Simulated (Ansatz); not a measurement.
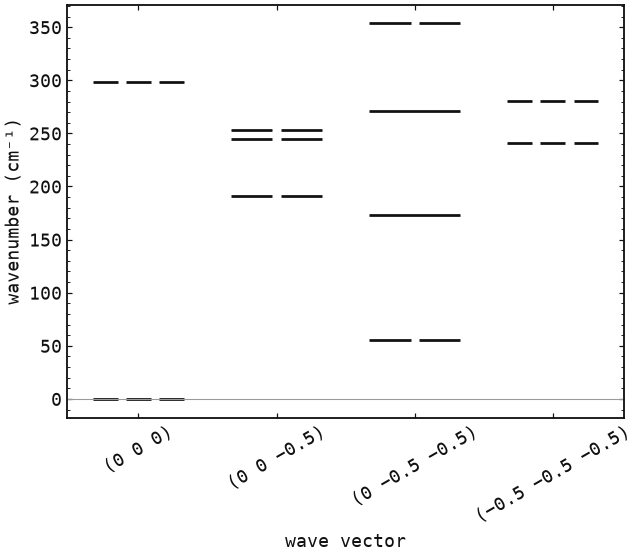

The picture above shows the phonon frequencies at several wave vectors (in fractions of the reciprocal vectors of the given cell) for ScAl, space group Pm-3m (No. 221). Imaginary frequencies are drawn as negative.

Starting cell:
```yaml
crystal:
  lattice:
    - [3.32542, 0.00000, 0.00000]
    - [0.00000, 3.32542, 0.00000]
    - [0.00000, 0.00000, 3.32542]
  atoms:
    - { symbol: Sc, position: [0.50000, 0.50000, 0.50000] }
    - { symbol: Al, position: [0.00000, 0.00000, 0.00000] }
```

How it was computed, with Ansatz 0.2.0: harmonic phonon frequencies at the irreducible points of a q mesh with atoms at rest in the given cell, q in fractions of the reciprocal cell vectors, no long-range term at q = 0, imaginary frequencies are negative, the first points where there are many; plane waves with PAW datasets. Level: PBEsol, no spin polarisation.

wave cutoff 420 eV; k mesh 12×12×12; occupations Fermi–Dirac; smearing width 0.15 eV; volume relative to the relaxed cell 0.98; phonon method linear response; q mesh 2×2×2.

Q: Are there unstable modes?

A: No frequency is imaginary, so the structure is stable to these displacements at the wave vectors computed.

Q: Where does the highest mode lie?

A: The highest mode among the wave vectors computed lies at 353.6 cm⁻¹, at (0 −0.5 −0.5).

Caveats: metal sensitive to the k mesh.
